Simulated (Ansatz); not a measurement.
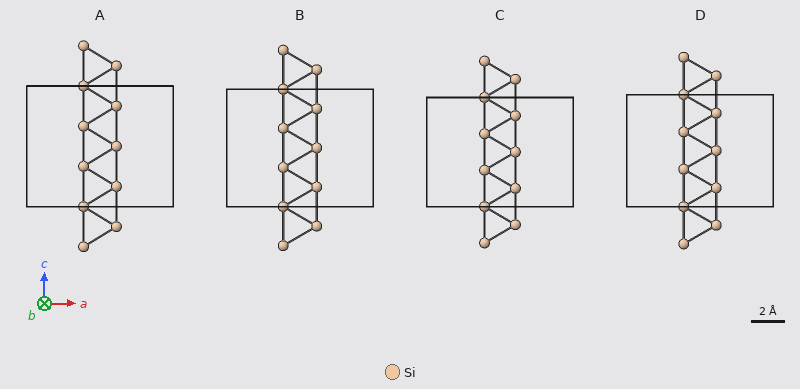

4 geometries from one relaxation of a wire of composition Si, in shuffled order. The picture is a ball-and-stick view of the 3 repeat of the cell, with the vacuum cut short, seen along the b axis.

Case: strip chain of atoms.

Level of theory: Ansatz 0.2.0, DFT PBE, scalar-relativistic, plane waves, PAW. (plane-wave cutoff 420 eV; k-point mesh 1 × 1 × 28; occupations gaussian; smearing width 0.05 eV; collinear spin; cell relaxed at fixed a, b, alpha, beta, gamma; force threshold 0.01 eV/Å; at most 45 steps)

**Order the frames from highest to lowest energy.**

C, D, B, A. They are steps 0, 1, 2, 15, at +0.523 eV per cell of the calculation, +0.159 eV per cell of the calculation, +16.3 meV per cell of the calculation relative to the last. After 11 accepted moves (15 points after the start) the energy has fallen by 0.523 eV per cell of the calculation. The largest force component goes from 3 to 0.00054 eV/Å. The line search rejected the trial steps at points 5, 11, 12 of the run. At 1 point the geometry stayed and the basis and grid were re-selected for the new cell (energy shift of 1.7 meV per cell of the calculation at most each time). The largest moves relative to the layer's centre, 0.062 Å, are those of Si atoms. Along the periodic axis the drawn cell goes c 6.778 → 7.490 Å (+10.5 %). Among the contacts that change: Si–Si 2.259 → 2.497 Å, Si–Si 2.226 → 2.393 Å. The program noted that the starting moments weren't kept. Cost: 71 s on 2 threads of Arm Neoverse V1 (shared host), peak memory 0.48 GiB.

Limits of the set-up: the k-point mesh is coarse for a cell with partly filled bands.
